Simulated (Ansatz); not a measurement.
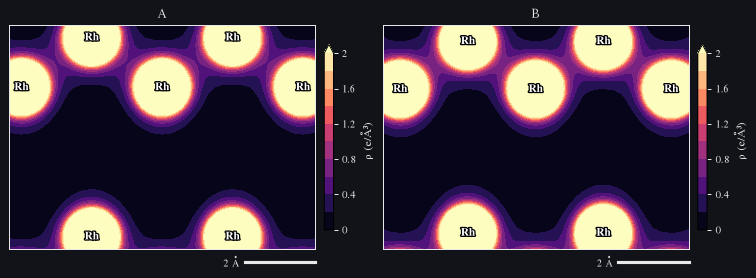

Rh. The valence electron density of two cells that differ in size, on the (011̄) plane of each (indices in the axes of the calculation cell), at one length scale and on one colour scale: A has 22.8 Å³ an atom and B 20.4.

These are results of DFT, m-r2SCAN, plane waves (500 eV) with PAW, scalar-relativistic in Ansatz 0.2.0, not measurements.

Core electrons are frozen (PAW), and the valence fields are smoothed inside the atomic spheres.

The larger cell:

```cif
data_structure
_symmetry_space_group_name_H-M 'P 1'
_symmetry_Int_Tables_number 1
_cell_length_a 4.0111
_cell_length_b 4.0111
_cell_length_c 4.0111
_cell_angle_alpha 60.000
_cell_angle_beta 60.000
_cell_angle_gamma 60.000
_cell_volume 45.63
loop_
_atom_site_label
_atom_site_type_symbol
_atom_site_fract_x
_atom_site_fract_y
_atom_site_fract_z
_atom_site_occupancy
Rh1 Rh 0.12500 0.12500 0.12500 1
Rh2 Rh 0.87500 0.87500 0.87500 1
```

The smaller cell: a = 3.862 Å, b = 3.862 Å, c = 3.862 Å, α = 60.00°, β = 60.00°, γ = 60.00°.

Q: What changes from the larger cell to the smaller?

A: From the larger cell to the smaller, Rh–Rh goes from 2.46 to 2.37 Å, and the density at its midpoint from 0.59 to 0.7 e/Å³; the pressure goes from −12 to −0.2 GPa.
